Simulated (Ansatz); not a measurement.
**HfO$_{2}$ (slab): density, localisation and related maps**

Input file:

```
crystal:
  lattice:
    - [3.6045556795, 0.0, 0.0]
    - [0.0, 5.0976115282, 0.0]
    - [0.0, 0.0, 24.0113891987]
  atoms:
    - { symbol: Hf, position: [0.5, 0.5, 0.3123517735] }
    - { symbol: O, position: [0.0, 0.75, 0.3123517735] }
    - { symbol: O, position: [0.0, 0.25, 0.3123517735] }
    - { symbol: Hf, position: [0.0, 0.0, 0.3874110641] }
    - { symbol: O, position: [0.5, 0.25, 0.3874110641] }
    - { symbol: O, position: [0.5, 0.75, 0.3874110641] }
    - { symbol: Hf, position: [0.5, 0.5, 0.4624703547] }
    - { symbol: O, position: [0.0, 0.75, 0.4624703547] }
    - { symbol: O, position: [0.0, 0.25, 0.4624703547] }
    - { symbol: Hf, position: [0.0, 0.0, 0.5375296453] }
    - { symbol: O, position: [0.5, 0.25, 0.5375296453] }
    - { symbol: O, position: [0.5, 0.75, 0.5375296453] }
    - { symbol: Hf, position: [0.5, 0.5, 0.6125889359] }
    - { symbol: O, position: [0.0, 0.75, 0.6125889359] }
    - { symbol: O, position: [0.0, 0.25, 0.6125889359] }
    - { symbol: Hf, position: [0.0, 0.0, 0.6876482265] }
    - { symbol: O, position: [0.5, 0.25, 0.6876482265] }
    - { symbol: O, position: [0.5, 0.75, 0.6876482265] }
basis:
  ecutwfc: 420
kpoints:
  mp_grid: { grid: [7, 5, 1] }
hamiltonian:
  xc: pbe
scf:
  occupations: { method: gaussian, width: 0.05 }
output:
  forces: true
  eigenvalues: true
  write_density: true
  write_potential: true
  elf: true
  volumetric_format: npy
relax:
  adjacent_minimum: "off"
  f_tol: 0.02
  max_steps: 60
efield:
  axis: 3
  dipole_correction: true
  ramp_width: 0.04
```

Run with:

```sh
ansatz run input.yaml --threads 4 --pin off --max-ram 9216MiB --backend cpu --events-out ev --progress --plain --runs-dir out
```

The fields are those of the run's last geometry, not of the input's.

Built by placing these elements on a known structure type.

These are results of DFT PBE, scalar-relativistic, plane waves, PAW (Ansatz 0.2.0), not measurements.

In a PAW calculation such maps are meaningful between the atoms, not at the nuclei.

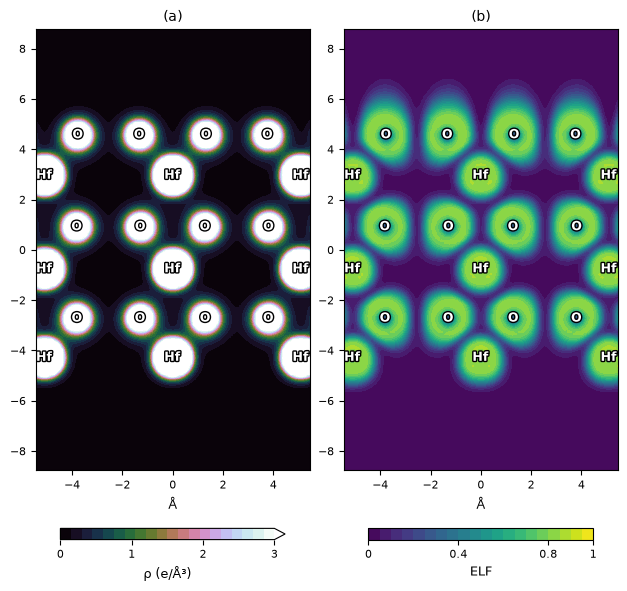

Figure 1. (a) valence pseudo-density; (b) electron localisation function on the (100) plane of the calculation cell, a cut from vacuum to vacuum.

Describe what can be read from this map.

Atoms in the plane: Hf and O. Hf–O (2.02 Å): ρ at the midpoint is about 0.95 e/Å³; the ELF peaks at about 0.80 in the valence shell of O, 0.6 Å from its nucleus, and drops to about 0.25 between the two atoms; no shared electron pair shows on this line. Hf–O (2.08 Å): ρ at the midpoint is about 0.8 e/Å³; the ELF peaks at about 0.80 in the valence shell of O, 0.6 Å from its nucleus, and drops to about 0.20 between the two atoms; no localised pair shows between them. The density dies away to nearly zero in the vacuum. The features right at Hf lie inside the PAW spheres, where the map follows smoothed inner orbitals and isn't to be read closely.

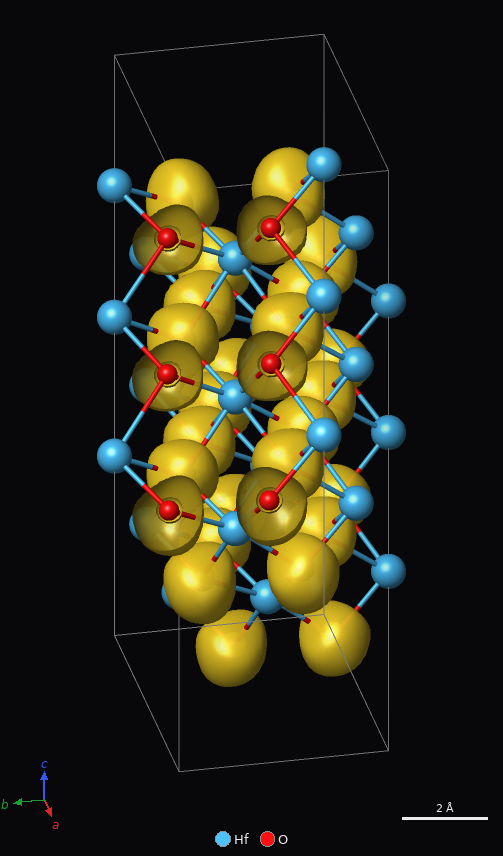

Figure 2. Isosurface of the ELF at 0.65 (yellow), seen at an oblique angle. Core shells and regions of very low density are left out. Sticks mark near contacts.

Identify the bonds, lone pairs and shells in this picture.

The surface consists of twelve regions wrapped around O (the valence shell of each), counted in one cell of 18 atoms. Counts are for one cell; the picture repeats the cell along the surface.

Metal or insulator at this level of theory?

It is gapped, with a Kohn–Sham gap of 3.2 eV on the k-point mesh (the band edges may lie off the mesh, which would make the gap smaller).
